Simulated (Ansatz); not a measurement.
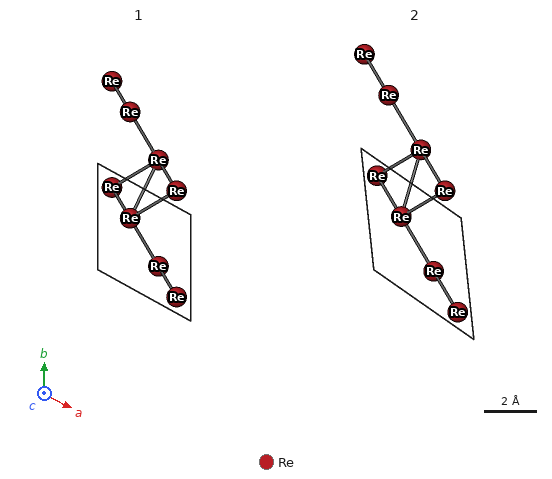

Two geometries of a crystal of Re (built on the alpha-gallium_64 type) (coarse preliminary run), drawn at one scale. One is the start of a relaxation, the other its converged end. A ball-and-stick model of the cell of the calculation, repeated 1 × 2 × 1 with one cell outlined, seen along the c axis.

Level of theory: DFT PBE, scalar-relativistic, plane waves, PAW (Ansatz). Set-up: plane-wave cutoff 420 eV; k-point mesh 6 × 6 × 4; occupations gaussian; smearing width 0.1 eV; no spin polarisation; cell and atoms relaxed; force threshold 0.04 eV/Å; at most 70 steps.

Question: Which of the two is the end point?

Answer: Structure 2 is the relaxed one. Case: alpha-gallium type (Cmce, No. 64). The largest moves relative to the cell, 0.15 Å, are those of Re atoms. Cell: a = b 4.123 → 4.735 Å (+14.9 %), c 4.196 → 4.020 Å (−4.2 %), γ 118.9° → 130.9°. Volume +9.2 %. Some distances before and after: Re–Re 2.264 → 2.493 Å, Re–Re 2.514 → 2.726 Å, Re–Re 2.596 → 2.721 Å, Re–Re 2.542 → 2.561 Å. The space group stays Cmce (No. 64). Over 11 accepted moves (13 points after the start) the energy falls by 2.242 eV per cell of the calculation. Largest force component: 1.1 eV/Å at the start, 0.013 eV/Å at the end. Pressure: 50.54 GPa at the start and −0.10 GPa at the end. At 2 points the geometry stayed and the basis and grid were re-selected for the new cell (energy shift of 61.9 meV per cell of the calculation at most each time).

Limits of the set-up: the k-point mesh is coarse for a cell with partly filled bands.
